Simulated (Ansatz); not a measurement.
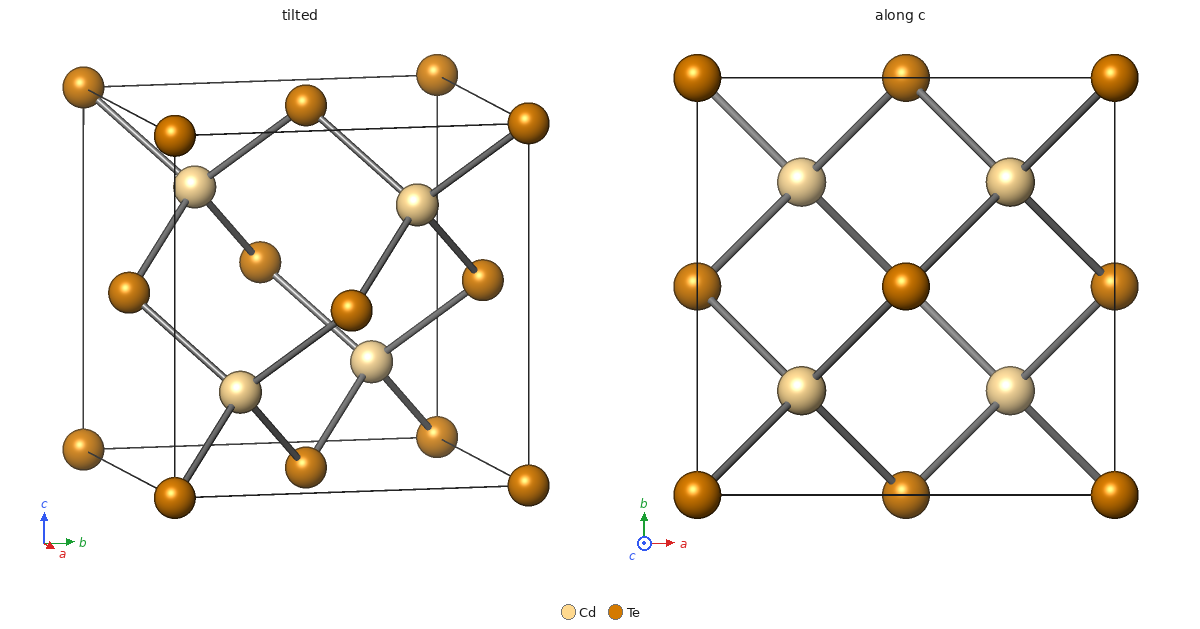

Drawn in the ball-and-stick manner and seen slightly off an axis and along the c axis. Lines trace the edges of the drawn cell (a repeat of the simulation cell). Cell: a = 6.62 Å, b = 6.61 Å, c = 6.62 Å, α = 90.00°, β = 89.97°, γ = 90.00°.

The initial geometry was a structure type filled with these elements by a generator (whether the compound takes this form wasn't checked). Earlier steps of the study may have refined or changed the cell and positions. An electronic-structure calculation with Ansatz was run on it.

What structure is drawn here?

Answer. It has the composition CdTe. Within 0.01 Å the space group is F-43m (No. 216), face-centred cubic: zinc blende (sphalerite type). Counting shared atoms by their share gives 4 Cd, 4 Te, or 8 atoms. Cd is coordinated by four Te in a tetrahedral arrangement at about 2.9 Å. Each Te atom is coordinated by four Cd in a tetrahedral arrangement at about 2.9 Å. The bonds build a three-dimensional framework.

Theory: Ansatz 0.2.0, DFT PBE, scalar-relativistic, plane waves, PAW. Numerical settings: an energy cutoff of 420 eV, k-points about 0.17 Å⁻¹ apart, Gaussian smearing of 0.02 eV, no spin polarisation.

What does the calculation say: metal or gapped?

Answer. A semiconductor at this level, with a gap of 0.58 eV, direct.

Predict the Bader charges.

Answer. Cd +0.53 e; Te -0.53 e.

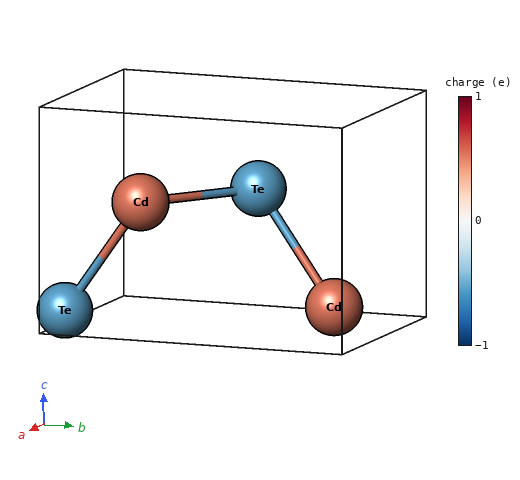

The atoms coloured by those charges. The run's cell of 4 atoms is drawn, so axes and origin can differ from the first picture.

Do the forces and the stress vanish for this geometry?

Answer. Yes. All forces vanish to within 0.01 eV/Å. The pressure is 0.0 GPa, close to zero.
